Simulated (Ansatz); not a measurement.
# Cerium, fcc under r²SCAN: convergence with the k-point mesh

How fine must the k-point mesh be for energy and pressure to settle? The geometry was relaxed under r²SCAN beforehand and stays fixed; 7 values are run, from 2×2×2 to 17×17×17. Wanted are the values from which on the energy stays within 10 and 1 meV/atom, and the pressure within 0.5 GPa, of the last run. Within the series other settings stay, but some runs also write fields, which adds to their time. Spin polarisation is left out.

Method: DFT r²SCAN, plane waves with PAW, scalar-relativistic, in Ansatz 0.2.0.

1 further run of the same task is left out (set aside as unsound or not needed).

## (1) Starting point

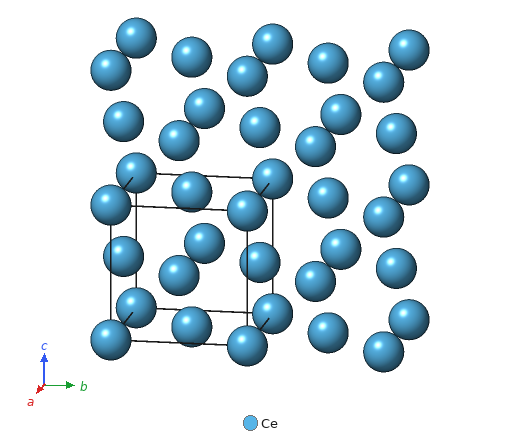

Start, viewed slightly off an axis; cerium blue. 1×2×2 conventional cells are drawn; the run uses a primitive one. Any atoms on the faces are drawn again on the opposite ones.

Coordinates:

```
CELL_PARAMETERS angstrom
0.00000 2.33904 2.33904
2.33904 0.00000 2.33904
2.33904 2.33904 0.00000
ATOMIC_POSITIONS crystal
Ce 0.00000 0.00000 0.00000
```

## (2) k-mesh 2×2×2

The run at 2×2×2.

The input, input.yaml:

```yaml
crystal:
  lattice:
    - [0.0, 2.3390384114, 2.3390384114]
    - [2.3390384114, 0.0, 2.3390384114]
    - [2.3390384114, 2.3390384114, 0.0]
  atoms:
    - { symbol: Ce, position: [0.0, 0.0, 0.0] }
hamiltonian:
  xc: r2scan
  pseudopotentials:
    kind: paw
    azcp:
      Ce: "pseudopotentials/Ce.paw.azcp"
basis:
  ecutwfc: 500
  fft_grid_basis: typed
kpoints:
  mp_grid: { grid: [2, 2, 2], shift: [0, 0, 0] }
magnetization:
  spin_polarized: false
scf:
  occupations: { method: fermi_dirac, width: 0.1 }
  lower_state_search: "off"
output:
  stress: true
```

Run with:

```sh
$ ansatz run input.yaml --threads 2 --pin off --max-ram 5120MiB --backend cpu --events-out ev --progress --plain --runs-dir out
```

What it wrote, cut to the lines that bear on the results:

```text
Warning: RAYON_NUM_THREADS=2 ignored (pool sized by the plan → 2); use --threads N
band count auto-derived: 16, from the close of a first SCF at 10 (N_el = 12.0; filled up to band 6; 10 by the electrons, moments and atoms)
[...]
Pseudopotentials: kind: paw
Pseudopotential: Ce, paw, valence charge 12, recommended cutoff 500 eV (meta_gga), <dir>
Functional definition: r2SCAN
[...]
Crystal: 1 atoms, lattice volume = 25.594 Å³
Basis set: ecut = 500 eV, 645 PW (Γ), exchange–correlation on 100×100×100 points (64 copies of the dense FFT grid, shifted against one another)
Bands: 10, of which v1, the nominal top of the filled ones, is band 6 counted from 1 (5 counted from 0)
Symmetry: 48 space group operations
Space group: Fm-3m (ITA 225), of the structure as read, at distance tolerance 2.9e-5 Å
k-points: 3 of 8
[...]
SCF iter   1: F=-6585.251613 eV  HF=-6595.754734 eV  |F-HF|=1.05e1  |Δ(HF+E_count)|=         —  Δρ=2.79e-1  dr2=1.30e1  dr2_τ=1.31e-1  ethr=3.10e-3  ⟨swp⟩=4.3  Hψ=172  notcnv=0
[...]
SCF 1, on 10 bands, converged in 13 iterations: F = -6592.242064 eV; the run's SCF on all bands comes behind
The result of the SCF on 10 bands, without forces or a stress, told ahead of the SCF on all bands, whose result is the run's:
SCF converged after 13 iterations
Free energy (F): -6592.242064 eV
[...]
E sigma→0 (E₀):  -6592.227140 eV
Entropy (-TS):   -0.029848 eV (-29.848 meV/atom)
Fermi energy:    17.784665 eV
[...]
--- Band table (eV) ---
  k-point 0: bands = ["-18.7621", "0.6819", "0.6819", "0.6819", "14.3310", "17.2472", "18.1250", "18.1250", "18.1250", "18.9769"]
[...]
SCF iter   2: F=-6592.242121 eV  HF=-6592.242121 eV  |F-HF|=2.06e-9  |Δ(HF+E_count)|=   2.69e-8  Δρ=6.16e-6  dr2=6.01e-9  dr2_τ=6.15e-9  ethr=8.09e-10  ⟨swp⟩=7.3  Hψ=233  notcnv=0
[...]
SCF converged after 15 iterations (13 of them on 10 bands)
Free energy (F): -6592.242121 eV
[...]
E sigma→0 (E₀):  -6592.226928 eV
Entropy (-TS):   -0.030386 eV (-30.386 meV/atom)
Fermi energy:    17.783229 eV
[...]
--- Stress (GPa, compression-positive) ---
       -9.396916       0.000000      -0.000000
        0.000000      -9.396916      -0.000000
        0.000000      -0.000000      -9.396916
  P = ⅓ Tr σ = -9.3969 GPa (-93.969 kbar)
--- Band table (eV) ---
[...]
```

Run time: 0.95 s. Hardware: 2 threads of AMD EPYC 7R43 (Zen 3), shared host; peak memory 0.35 GiB.

## (3) k-mesh 3×3×3

The run at 3×3×3.

input.yaml, as its differences from that of step 2:

```diff
@@ -17,3 +17,3 @@
 kpoints:
-  mp_grid: { grid: [2, 2, 2], shift: [0, 0, 0] }
+  mp_grid: { grid: [3, 3, 3], shift: [0, 0, 0] }
 magnetization:
```

Run with:

```sh
$ ansatz run input.yaml --threads 2 --pin off --max-ram 5120MiB --backend cpu --events-out ev --progress --plain --runs-dir out
```

What it wrote, cut to the lines that bear on the results:

```text
Warning: RAYON_NUM_THREADS=2 ignored (pool sized by the plan → 2); use --threads N
band count auto-derived: 16, from the close of a first SCF at 10 (N_el = 12.0; filled up to band 6; 10 by the electrons, moments and atoms)
[...]
[... 3 set-up lines as earlier in the session ...]
[...]
Crystal: 1 atoms, lattice volume = 25.594 Å³
Basis set: ecut = 500 eV, 645 PW (Γ), exchange–correlation on 100×100×100 points (64 copies of the dense FFT grid, shifted against one another)
Bands: 10, of which v1, the nominal top of the filled ones, is band 6 counted from 1 (5 counted from 0)
[... 2 set-up lines as earlier in the session ...]
k-points: 4 of 27
[...]
--- Band table (eV) ---
  k-point 0: bands = ["-18.7422", "0.6779", "0.6779", "0.6779", "14.3960", "17.2943", "18.1448", "18.1448", "18.1448", "18.9816"]
[...]
Of that result alone: the bands leave out some 4.673e-3 electrons a cell, over the threshold 1e-3 (by scf.eigensolver.empty_state_threshold): the first level above them, at 18.4362 eV, would hold 1.250e-2 of 2 at k-index 1, k = (0.0000, 0.0000, 0.3333) — in the run's first SCF, on fewer [...]
SCF iter   4: F=-6589.705790 eV  HF=-6589.705790 eV  |F-HF|=1.24e-8  |Δ(HF+E_count)|=   8.98e-7  Δρ=4.86e-6  dr2=1.41e-9  dr2_τ=2.87e-10  ethr=7.10e-10  ⟨swp⟩=5.2  Hψ=205  notcnv=0
[...]
SCF converged after 17 iterations (13 of them on 10 bands)
Free energy (F): -6589.705790 eV
[...]
E sigma→0 (E₀):  -6589.619033 eV
Entropy (-TS):   -0.173514 eV (-173.514 meV/atom)
Fermi energy:    17.929152 eV
[...]
--- Stress (GPa, compression-positive) ---
       -1.095771       0.000000      -0.000000
        0.000000      -1.095771       0.000000
       -0.000000       0.000000      -1.095771
  P = ⅓ Tr σ = -1.0958 GPa (-10.958 kbar)
--- Band table (eV) ---
[...]
```

Run time: 1.2 s. Hardware: 2 threads of AMD EPYC 7R43 (Zen 3), shared host; peak memory 0.36 GiB.

## (4) k-mesh 4×4×4

The run at 4×4×4.

input.yaml, as its differences from that of step 3:

```diff
@@ -17,3 +17,3 @@
 kpoints:
-  mp_grid: { grid: [3, 3, 3], shift: [0, 0, 0] }
+  mp_grid: { grid: [4, 4, 4], shift: [0, 0, 0] }
 magnetization:
```

Run with:

```sh
$ ansatz run input.yaml --threads 2 --pin off --max-ram 5120MiB --backend cpu --events-out ev --progress --plain --runs-dir out
```

What it wrote, cut to the lines that bear on the results:

```text
Warning: RAYON_NUM_THREADS=2 ignored (pool sized by the plan → 2); use --threads N
band count auto-derived: 16, from the close of a first SCF at 10 (N_el = 12.0; filled up to band 6; 10 by the electrons, moments and atoms)
[...]
[... 3 set-up lines as earlier in the session ...]
[...]
Crystal: 1 atoms, lattice volume = 25.594 Å³
Basis set: ecut = 500 eV, 645 PW (Γ), exchange–correlation on 100×100×100 points (64 copies of the dense FFT grid, shifted against one another)
Bands: 10, of which v1, the nominal top of the filled ones, is band 6 counted from 1 (5 counted from 0)
[... 2 set-up lines as earlier in the session ...]
k-points: 8 of 64
[...]
SCF converged after 10 iterations
Free energy (F): -6589.551605 eV
[...]
E sigma→0 (E₀):  -6589.504519 eV
Entropy (-TS):   -0.094171 eV (-94.171 meV/atom)
Fermi energy:    17.366058 eV
[...]
--- Band table (eV; the first three rows and the last of 8) ---
  k-point 0: bands = ["-18.8954", "0.5326", "0.5326", "0.5326", "14.3845", "16.9882", "17.7883", "17.7883", "17.7883", "18.8003"]
[...]
SCF iter   2: F=-6589.551624 eV  HF=-6589.551624 eV  |F-HF|=4.04e-8  |Δ(HF+E_count)|=   1.72e-8  Δρ=1.36e-5  dr2=4.46e-8  dr2_τ=1.16e-9  ethr=3.14e-10  ⟨swp⟩=7.2  Hψ=610  notcnv=0
[...]
SCF converged after 12 iterations (10 of them on 10 bands)
Free energy (F): -6589.551624 eV
[...]
E sigma→0 (E₀):  -6589.504450 eV
Entropy (-TS):   -0.094348 eV (-94.348 meV/atom)
Fermi energy:    17.366153 eV
[...]
--- Stress (GPa, compression-positive) ---
       -0.524189      -0.000000      -0.000000
        0.000000      -0.524189       0.000000
       -0.000000      -0.000000      -0.524189
  P = ⅓ Tr σ = -0.5242 GPa (-5.242 kbar)
--- Band table (eV; the first three rows and the last of 8) ---
[...]
```

Wall time 1.1 s (2 threads of AMD EPYC 7R43 (Zen 3), shared host); peak memory 0.36 GiB.

## (5) k-mesh 6×6×6

The run at 6×6×6.

input.yaml, as its differences from that of step 4:

```diff
@@ -17,3 +17,3 @@
 kpoints:
-  mp_grid: { grid: [4, 4, 4], shift: [0, 0, 0] }
+  mp_grid: { grid: [6, 6, 6], shift: [0, 0, 0] }
 magnetization:
```

Run with:

```sh
$ ansatz run input.yaml --threads 2 --pin off --max-ram 5120MiB --backend cpu --events-out ev --progress --plain --runs-dir out
```

What it wrote, cut to the lines that bear on the results:

```text
Warning: RAYON_NUM_THREADS=2 ignored (pool sized by the plan → 2); use --threads N
band count auto-derived: 16, from the close of a first SCF at 10 (N_el = 12.0; filled up to band 6; 10 by the electrons, moments and atoms)
[...]
[... 3 set-up lines as earlier in the session ...]
[...]
Crystal: 1 atoms, lattice volume = 25.594 Å³
Basis set: ecut = 500 eV, 645 PW (Γ), exchange–correlation on 100×100×100 points (64 copies of the dense FFT grid, shifted against one another)
Bands: 10, of which v1, the nominal top of the filled ones, is band 6 counted from 1 (5 counted from 0)
[... 2 set-up lines as earlier in the session ...]
k-points: 16 of 216
[...]
SCF converged after 11 iterations
Free energy (F): -6589.769377 eV
[...]
E sigma→0 (E₀):  -6589.742483 eV
Entropy (-TS):   -0.053789 eV (-53.789 meV/atom)
Fermi energy:    17.144361 eV
[...]
--- Band table (eV; the first three rows and the last of 16) ---
  k-point 0: bands = ["-19.0284", "0.4180", "0.4180", "0.4180", "14.3331", "16.7984", "17.5732", "17.5732", "17.5732", "18.5351"]
[...]
SCF iter   3: F=-6589.769398 eV  HF=-6589.769398 eV  |F-HF|=1.08e-10  |Δ(HF+E_count)|=   5.19e-8  Δρ=1.45e-6  dr2=2.72e-10  dr2_τ=9.63e-12  ethr=8.08e-10  ⟨swp⟩=3.0  Hψ=851  notcnv=0
[...]
SCF converged after 14 iterations (11 of them on 10 bands)
Free energy (F): -6589.769398 eV
[...]
E sigma→0 (E₀):  -6589.742407 eV
Entropy (-TS):   -0.053982 eV (-53.982 meV/atom)
Fermi energy:    17.144377 eV
[...]
--- Stress (GPa, compression-positive) ---
       -0.110602       0.000000       0.000000
       -0.000000      -0.110602       0.000000
        0.000000       0.000000      -0.110602
  P = ⅓ Tr σ = -0.1106 GPa (-1.106 kbar)
--- Band table (eV; the first three rows and the last of 16) ---
[...]
```

Run time: 1.4 s. Hardware: 2 threads of AMD EPYC 7R43 (Zen 3), shared host; peak memory 0.36 GiB.

## (6) k-mesh 7×7×7

The run at 7×7×7.

input.yaml, as its differences from that of step 5:

```diff
@@ -17,3 +17,3 @@
 kpoints:
-  mp_grid: { grid: [6, 6, 6], shift: [0, 0, 0] }
+  mp_grid: { grid: [7, 7, 7], shift: [0, 0, 0] }
 magnetization:
@@ -25 +25,5 @@
   stress: true
+  write_density: true
+  write_potential: true
+  elf: true
+  volumetric_format: npy
```

Run with:

```sh
$ ansatz run input.yaml --threads 2 --pin off --max-ram 5120MiB --backend cpu --events-out ev --progress --plain --runs-dir out
```

What it wrote, cut to the lines that bear on the results:

```text
Warning: RAYON_NUM_THREADS=2 ignored (pool sized by the plan → 2); use --threads N
band count auto-derived: 16, from the close of a first SCF at 10 (N_el = 12.0; filled up to band 6; 10 by the electrons, moments and atoms)
[...]
[... 3 set-up lines as earlier in the session ...]
[...]
Crystal: 1 atoms, lattice volume = 25.594 Å³
Basis set: ecut = 500 eV, 645 PW (Γ), exchange–correlation on 100×100×100 points (64 copies of the dense FFT grid, shifted against one another)
Bands: 10, of which v1, the nominal top of the filled ones, is band 6 counted from 1 (5 counted from 0)
[... 2 set-up lines as earlier in the session ...]
k-points: 20 of 343
[...]
SCF converged after 12 iterations
Free energy (F): -6589.733862 eV
[...]
E sigma→0 (E₀):  -6589.697792 eV
Entropy (-TS):   -0.072140 eV (-72.140 meV/atom)
Fermi energy:    17.175414 eV
[...]
--- Band table (eV; the first three rows and the last of 20) ---
  k-point 0: bands = ["-19.0181", "0.4263", "0.4263", "0.4263", "14.3386", "16.8156", "17.5928", "17.5928", "17.5928", "18.5521"]
[...]
SCF iter   3: F=-6589.733884 eV  HF=-6589.733884 eV  |F-HF|=7.19e-11  |Δ(HF+E_count)|=   3.00e-8  Δρ=1.11e-6  dr2=1.10e-10  dr2_τ=9.15e-12  ethr=3.58e-10  ⟨swp⟩=6.2  Hψ=1625  notcnv=0
[...]
SCF converged after 15 iterations (12 of them on 10 bands)
Free energy (F): -6589.733884 eV
[...]
E sigma→0 (E₀):  -6589.697710 eV
Entropy (-TS):   -0.072349 eV (-72.349 meV/atom)
Fermi energy:    17.175388 eV
[...]
--- Stress (GPa, compression-positive) ---
        0.107641      -0.000000       0.000000
       -0.000000       0.107641      -0.000000
        0.000000      -0.000000       0.107641
  P = ⅓ Tr σ = 0.1076 GPa (1.076 kbar)
--- Band table (eV; the first three rows and the last of 20) ---
[...]
```

It took 1.6 s on 2 threads of AMD EPYC 7R43 (Zen 3), shared host; peak memory 0.37 GiB.

## (7) k-mesh 9×9×9

The run at 9×9×9.

input.yaml, as its differences from that of step 6:

```diff
@@ -17,3 +17,3 @@
 kpoints:
-  mp_grid: { grid: [7, 7, 7], shift: [0, 0, 0] }
+  mp_grid: { grid: [9, 9, 9], shift: [0, 0, 0] }
 magnetization:
@@ -25,5 +25 @@
   stress: true
-  write_density: true
-  write_potential: true
-  elf: true
-  volumetric_format: npy
```

Run with:

```sh
$ ansatz run input.yaml --threads 2 --pin off --max-ram 5120MiB --backend cpu --events-out ev --progress --plain --runs-dir out
```

What it wrote, cut to the lines that bear on the results:

```text
Warning: RAYON_NUM_THREADS=2 ignored (pool sized by the plan → 2); use --threads N
band count auto-derived: 16, from the close of a first SCF at 10 (N_el = 12.0; filled up to band 6; 10 by the electrons, moments and atoms)
[...]
[... 3 set-up lines as earlier in the session ...]
[...]
Crystal: 1 atoms, lattice volume = 25.594 Å³
Basis set: ecut = 500 eV, 645 PW (Γ), exchange–correlation on 100×100×100 points (64 copies of the dense FFT grid, shifted against one another)
Bands: 10, of which v1, the nominal top of the filled ones, is band 6 counted from 1 (5 counted from 0)
[... 2 set-up lines as earlier in the session ...]
k-points: 35 of 729
[...]
SCF converged after 12 iterations
Free energy (F): -6589.726594 eV
[...]
E sigma→0 (E₀):  -6589.692274 eV
Entropy (-TS):   -0.068639 eV (-68.639 meV/atom)
Fermi energy:    17.168312 eV
[...]
--- Band table (eV; the first three rows and the last of 35) ---
  k-point 0: bands = ["-18.9985", "0.4439", "0.4439", "0.4439", "14.3446", "16.8391", "17.6214", "17.6214", "17.6214", "18.5940"]
[...]
SCF iter   3: F=-6589.726609 eV  HF=-6589.726609 eV  |F-HF|=6.09e-11  |Δ(HF+E_count)|=   1.12e-7  Δρ=1.35e-6  dr2=2.54e-10  dr2_τ=3.05e-11  ethr=8.33e-10  ⟨swp⟩=3.7  Hψ=2147  notcnv=0
[...]
SCF converged after 15 iterations (12 of them on 10 bands)
Free energy (F): -6589.726609 eV
[...]
E sigma→0 (E₀):  -6589.692216 eV
Entropy (-TS):   -0.068785 eV (-68.785 meV/atom)
Fermi energy:    17.168425 eV
[...]
--- Stress (GPa, compression-positive) ---
       -0.223228       0.000000       0.000000
        0.000000      -0.223228      -0.000000
        0.000000       0.000000      -0.223228
  P = ⅓ Tr σ = -0.2232 GPa (-2.232 kbar)
--- Band table (eV; the first three rows and the last of 35) ---
[...]
```

Wall time 2.2 s (2 threads of AMD EPYC 7R43 (Zen 3), shared host); peak memory 0.38 GiB.

## (8) k-mesh 17×17×17

The run at 17×17×17.

input.yaml, as its differences from that of step 7:

```diff
@@ -17,3 +17,3 @@
 kpoints:
-  mp_grid: { grid: [9, 9, 9], shift: [0, 0, 0] }
+  mp_grid: { grid: [17, 17, 17], shift: [0, 0, 0] }
 magnetization:
```

Run with:

```sh
$ ansatz run input.yaml --threads 2 --pin off --max-ram 5120MiB --backend cpu --events-out ev --progress --plain --runs-dir out
```

What it wrote, cut to the lines that bear on the results:

```text
Warning: RAYON_NUM_THREADS=2 ignored (pool sized by the plan → 2); use --threads N
band count auto-derived: 16, from the close of a first SCF at 10 (N_el = 12.0; filled up to band 6; 10 by the electrons, moments and atoms)
[...]
[... 3 set-up lines as earlier in the session ...]
[...]
Crystal: 1 atoms, lattice volume = 25.594 Å³
Basis set: ecut = 500 eV, 645 PW (Γ), exchange–correlation on 100×100×100 points (64 copies of the dense FFT grid, shifted against one another)
Bands: 10, of which v1, the nominal top of the filled ones, is band 6 counted from 1 (5 counted from 0)
[... 2 set-up lines as earlier in the session ...]
k-points: 165 of 4913
[...]
SCF converged after 11 iterations
Free energy (F): -6589.728610 eV
[...]
E sigma→0 (E₀):  -6589.694947 eV
Entropy (-TS):   -0.067326 eV (-67.326 meV/atom)
Fermi energy:    17.169612 eV
[...]
--- Band table (eV; the first three rows and the last of 165) ---
  k-point 0: bands = ["-19.0047", "0.4384", "0.4384", "0.4384", "14.3421", "16.8321", "17.6132", "17.6132", "17.6132", "18.5824"]
[...]
SCF iter   2: F=-6589.728626 eV  HF=-6589.728626 eV  |F-HF|=4.97e-9  |Δ(HF+E_count)|=  2.46e-10  Δρ=4.71e-6  dr2=5.10e-9  dr2_τ=1.93e-11  ethr=1.31e-11  ⟨swp⟩=6.8  Hψ=9755  notcnv=0
[...]
SCF converged after 13 iterations (11 of them on 10 bands)
Free energy (F): -6589.728626 eV
[...]
E sigma→0 (E₀):  -6589.694880 eV
Entropy (-TS):   -0.067492 eV (-67.492 meV/atom)
Fermi energy:    17.169572 eV
[...]
--- Stress (GPa, compression-positive) ---
       -0.082576      -0.000000      -0.000000
        0.000000      -0.082576       0.000000
        0.000000       0.000000      -0.082576
  P = ⅓ Tr σ = -0.0826 GPa (-0.826 kbar)
--- Band table (eV; the first three rows and the last of 165) ---
[...]
```

Wall time 6.3 s (2 threads of AMD EPYC 7R43 (Zen 3), shared host); peak memory 0.46 GiB.

## (9) The series

Energies count from the run at 17×17×17.

```csv
k-mesh,k-points,E(σ → 0) (meV/atom),P (GPa),SCF cycles,CPU time
2×2×2,3,-2532.05,-9.40,15,1.5 s
3×3×3,4,75.85,-1.10,17,1.9 s
4×4×4,8,190.43,-0.52,12,1.9 s
6×6×6,16,-47.53,-0.11,14,2.5 s
7×7×7,20,-2.83,0.11,15,2.7 s
9×9×9,35,2.66,-0.22,15,3.9 s
17×17×17,165,0.00,-0.08,13,12 s
```

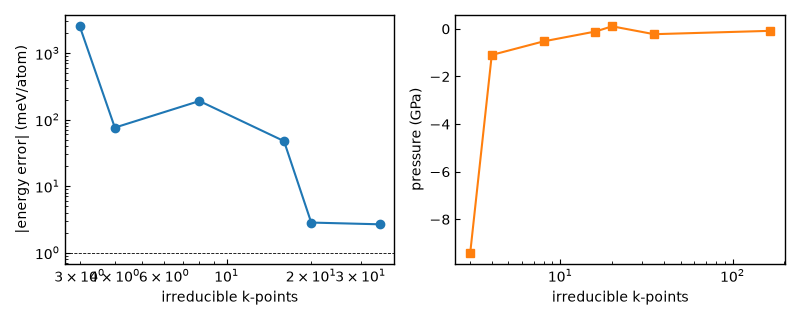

Energy and pressure against the k-point mesh; the dashed line marks 1 meV/atom.

## (10) Outcome

```
                                     quantity                        value
E(σ → 0) stays within 10 meV/atom of 17×17×17                from 7×7×7 on
             E(σ → 0) stays within 1 meV/atom  not reached before 17×17×17
                pressure stays within 0.5 GPa                from 4×4×4 on
                         pressure at 17×17×17                    -0.08 GPa
              CPU time, dearest over cheapest                          7.9
```

The far end, 2×2×2, lies -2532 meV/atom and -9.3 GPa from the yardstick. The error changes sign along the series: k-point sums are not variational. The energy has not settled to 1 meV/atom before the last mesh. Metals converge slowly, as the Fermi surface must be resolved. The last mesh is only the yardstick of this series and isn't shown to be converged. The cell taken over is 26 % smaller than the measured one (34.37 Å³/atom, COD), which weighs on all values here. With an open f shell the SCF can settle in more than one state, and the one found may not be the lowest.
